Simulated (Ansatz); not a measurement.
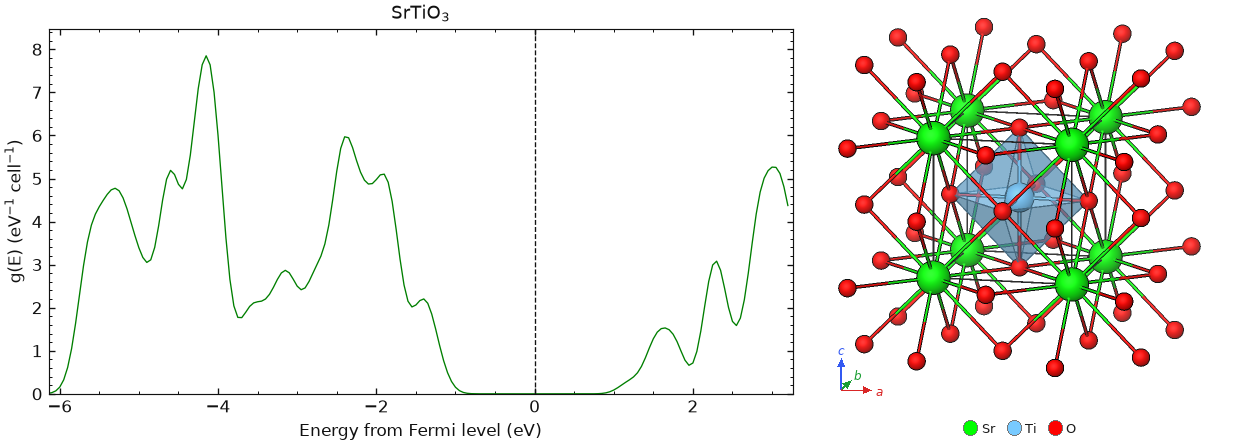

Density of states, beside the structure. Energies are counted from the Fermi level. The curve is built from the levels of the k mesh with Gaussians 0.3 eV wide, which also blur the band edges.

Calculation on SrTiO3, space group Pm-3m, 5 atoms in the cell, cubic perovskite type; a = 3.90 Å, b = 3.90 Å, c = 3.90 Å, α = 90.00°, β = 90.00°, γ = 90.00°.

Computed with Ansatz: DFT, r2SCAN+rVV10, plane waves, PAW, no spin polarisation, 8×8×8 k mesh, 500 eV cutoff, Fermi-Dirac smearing of 0.03 eV.

### Metal or insulator, going by the density of states?

There is a gap; over the k points computed it is 2.27 eV (indirect; the smallest direct gap is 2.64 eV).

### Where is the tallest peak of the filled states in the window?

Within the window shown, the tallest peak of the filled states lies 3.0 eV under the valence-band top, at about 7.8 states per eV and cell.
